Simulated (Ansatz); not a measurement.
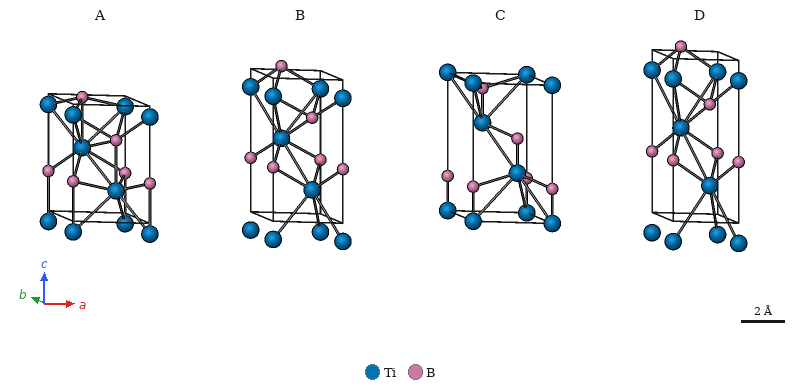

4 geometries from one relaxation of a crystal of TiB (a generated structure, set up in R3m), in shuffled order. Style: ball-and-stick. Shown: the cell of the calculation, reduced to other axes, slightly off an axis. Lengths and directions refer to the drawn axes.

Case: stacking ABC.

The calculation used Ansatz, DFT PBEsol, scalar-relativistic, plane waves, PAW. Set-up: plane-wave cutoff 420 eV; k-point mesh 12 × 12 × 7; occupations gaussian; smearing width 0.1 eV; no spin polarisation; cell and atoms relaxed; force threshold 0.01 eV/Å; at most 45 steps.

> Order the frames from highest to lowest energy.

C, A, B, D. They are steps 0, 4, 8, 18, at +1823 meV per atom, +281 meV per atom, +48.5 meV per atom relative to the last. The largest moves relative to the cell, 0.97 Å, are those of Ti and B atoms. Largest moves by element: B 0.97 Å, Ti 0.97 Å. Cell: a = b 3.830 → 3.172 Å (−17.2 %), c 6.620 → 7.790 Å (+17.7 %). Volume −19.3 %. Some distances before and after: B–Ti 1.655 → 3.895 Å, B–Ti 3.535 → 2.245 Å, Ti–Ti 3.830 → 3.172 Å, Ti–Ti 3.124 → 3.177 Å. New bonds form: B–Ti (3.53 → 2.24 Å). Bonds break: B–Ti (1.65 → 3.89 Å). Among the angles between lasting bonds that change: Ti–B–Ti 114.3° → 89.9°. The space group (tolerance 0.01 Å) goes from R3m (No. 160) to Fm-3m (No. 225). Over 16 accepted moves (18 points after the start) the energy falls by 1823 meV per atom. The largest force component goes from 9.2 to under 0.0001 eV/Å. The pressure goes from 21.01 to 0.01 GPa. The SCF was repeated twice at an unchanged geometry on a basis and grid sized afresh for the cell, which shifted the energy by 3.1 meV per atom at most.
